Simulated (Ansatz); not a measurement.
Ni

```yaml
crystal:
  lattice:
    - [-0.13951, -1.65519, -1.51434]
    - [1.68894, -1.55733, 0.04165]
    - [-0.21514, -1.81412, 1.67327]
  atoms:
    - { symbol: Ni, position: [0.00000, 0.00000, 0.00000] }
```

Space group P-1; computed pressure about 14 GPa in this cell; spin-polarised.

Level of theory: DFT PBEsol, scalar-relativistic, plane waves, PAW (Ansatz).

Core electrons are frozen (PAW), and the valence fields are smoothed inside the atomic spheres.

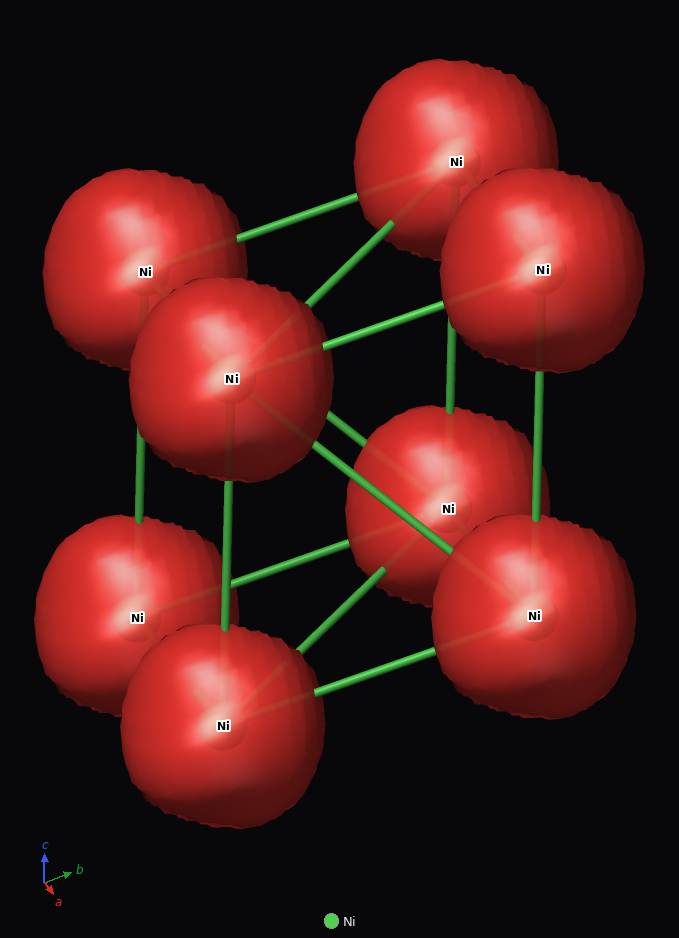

Figure 1. Isosurfaces of the spin density (up minus down) at +0.1 (red) and −0.1 e/Å³ (blue), seen slightly off an axis. Sticks mark near contacts.

**Which atoms carry the moments, and with what signs?**

The spin density sits on Ni: +0.6 μB in one cell of 1 atoms: parallel moments, as they must be, since the calculation's own cell holds one magnetic site. The cell of the calculation (1 atoms) carries 0.6 μB of net spin moment. Only one sign reaches the isovalue.

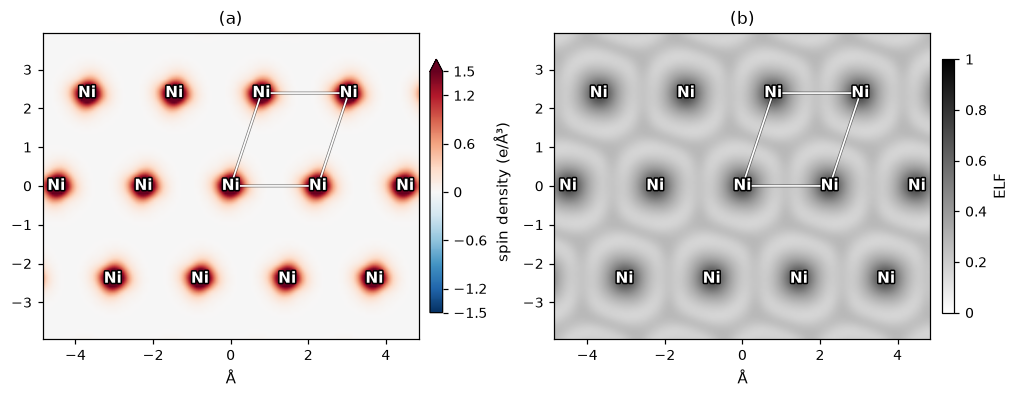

Figure 2. (a) spin density (up minus down); (b) electron localisation function on the (011) plane of the conventional cell.

**What does the map show?**

Atoms in the plane: Ni. Ni–Ni (2.25 Å): the ELF is about 0.25 at the midpoint: no shared electron pair shows on this line. Ni–Ni (2.52 Å): the ELF is about 0.25 at the midpoint: no localised pair shows between them. The features right at Ni lie inside the PAW spheres, where the map follows smoothed inner orbitals and isn't to be read closely.

**Does the calculation give a band gap?**

It is metallic or semimetallic at this level of theory: no gap opens.
